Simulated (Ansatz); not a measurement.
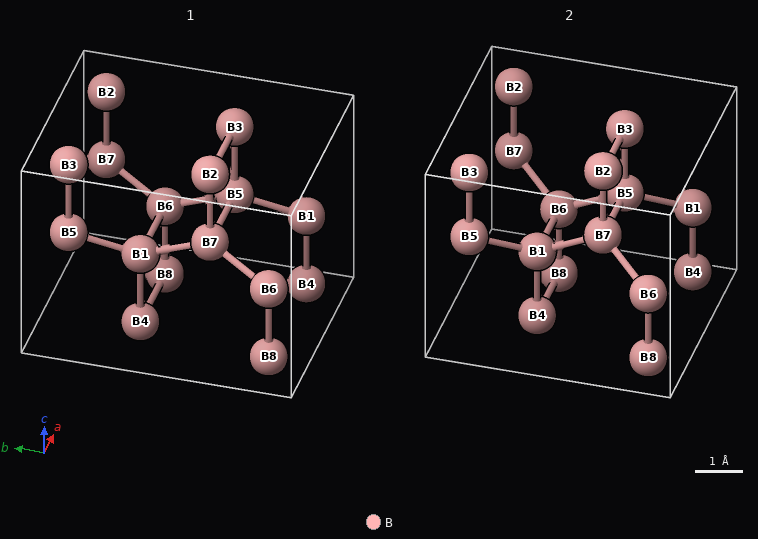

Two geometries of solid B (a generated structure, set up in Cmcm) (coarse preliminary run), drawn at one scale. One is the start of a relaxation, the other its converged end. The picture is a ball-and-stick view of the conventional cell (2 times the calculation's cell), seen from a free direction. Lengths and directions refer to the drawn axes.

Theory: DFT PBE, scalar-relativistic, plane waves, PAW in Ansatz 0.2.0. Settings: plane-wave cutoff 420 eV; k-point mesh 4 × 4 × 4; occupations gaussian; smearing width 0.1 eV; no spin polarisation; cell and atoms relaxed; force threshold 0.04 eV/Å; at most 70 steps.

Which geometry has the lower energy?

Structure 1 is the relaxed one. The energy falls by 1.171 eV per cell of the calculation in 7 accepted moves (10 points after the start). The largest force component goes from 1.6 to 0.0067 eV/Å. The pressure goes from 18.19 to −0.07 GPa. The line search rejected the trial step at point 5 of the run. The SCF was repeated twice at an unchanged geometry on a basis and grid sized afresh for the cell, which shifted the energy by 19.5 meV per cell of the calculation at most. The largest moves relative to the cell, 0.17 Å, are those of 8 atoms (B1, B2, B3, B4 and others). B1 goes roughly along [−3 0 1]. Cell: a 5.110 → 4.807 Å (−5.9 %), b 5.528 → 6.091 Å (+10.2 %), c 4.799 → 4.781 Å (−0.4 %). Volume +3.3 %. Some distances before and after: B1–B6 1.682 → 1.898 Å, B1–B4 1.681 → 1.775 Å, B1–B7 1.652 → 1.690 Å, B1–B5 1.706 → 1.673 Å. Bond angles that change, for instance: B4–B2–B8 119.4° → 133.2°, B3–B2–B8 120.8° → 107.6°, B4–B2–B7 115.8° → 111.4°. The space group stays Cmcm (No. 63). Cost: 22 s on 1 thread of Arm Neoverse V1, on a shared host, peak memory 0.31 GiB.

Limits of the set-up: the k-point mesh is coarse for a cell with partly filled bands.
